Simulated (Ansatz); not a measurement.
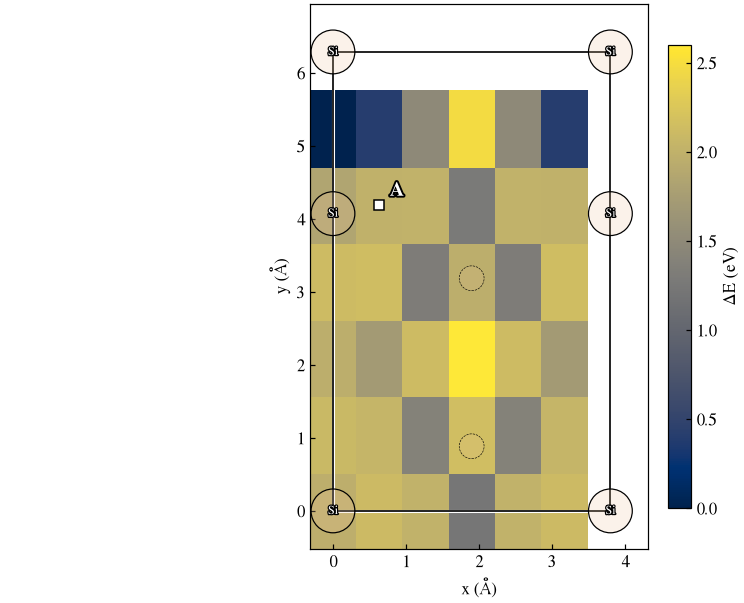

CH on a Si(100) slab cut from the P6_3/mmc phase, its upper half relaxed before the scan (8 atoms of substrate and one adsorbate in a 1 × 1 cell). CH is moved over the surface cell; relaxed at each place: the height of the adsorbate's atoms; substrate rigid; the origin of the map has the adsorbate above Si7. Places are given modulo a cell vector. The map is drawn in real space over the plane of the surface. The grid has 6 × 6 points; 24 points were computed and 12 follow by symmetry. Energies: eV, counted from the lowest grid point. Energies and slopes of some neighbouring points disagree (a jump in structure or state, or too coarse a mesh). The relaxed height changes by up to 1.0 Å between neighbouring points. The magnetic moment jumps between some neighbouring points. With one adsorbate in each 1 × 1 cell, its nearest image is 3.8 Å away, so neighbouring adsorbates interact. Level of theory: Ansatz 0.2.0, DFT LDA, scalar-relativistic, plane waves, PAW. Settings: cutoff 420 eV, k-mesh 7×4×1, gaussian smearing 0.05 eV, spin-polarised.

The picture shows one coloured cell a grid point, labelled circles for the atoms of the top layer and small ones for the second layer, the outline of one cell of the plane, the point A.

Question: Which way does the force act at A, and how strong is it?

Answer: A, at (1/6, 4/6) of the cell vectors, is not a stationary point. The computed force is 1.2 eV/Å in the plane, pointing up in the picture (components −0.5 and 1.1 eV/Å).

PAW datasets: the set soft_1.
